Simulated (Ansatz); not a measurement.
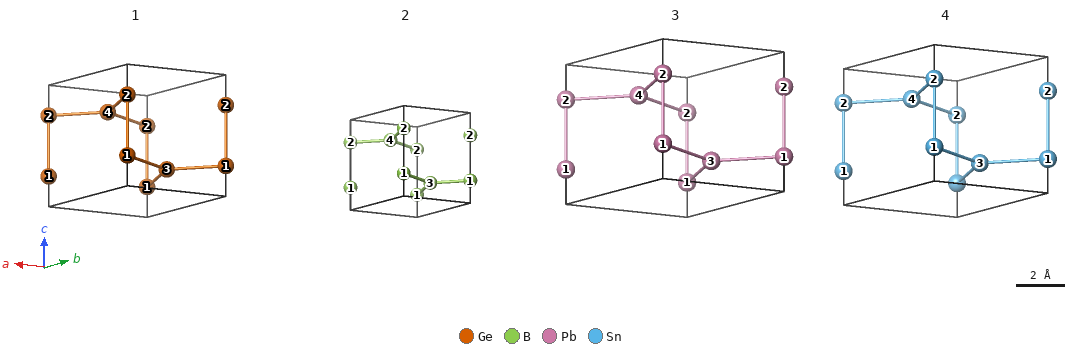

One structure type (space group P6_3/mmc for the parent) with different elements on its sites, each relaxed in cell and atoms to zero pressure (within 0.1 GPa). A ball-and-stick model of the cell of the calculation, seen from a free direction.

Theory: Ansatz, DFT PBE, scalar-relativistic, plane waves, PAW. Set-up: plane-wave cutoff 420 eV; occupations gaussian; smearing width 0.1 eV; no spin polarisation. The k-mesh is chosen for each cell (12×12×8, 18×18×10).

**Give the formulas, and rank the crystals by volume per atom, smallest first.**

2 = B (7.8 Å³), 1 = Ge (23.0 Å³), 4 = Sn (34.3 Å³), 3 = Pb (40.1 Å³).

**Which have a band gap?**

Ge: metallic; B: metallic; Pb: metallic; Sn: metallic.
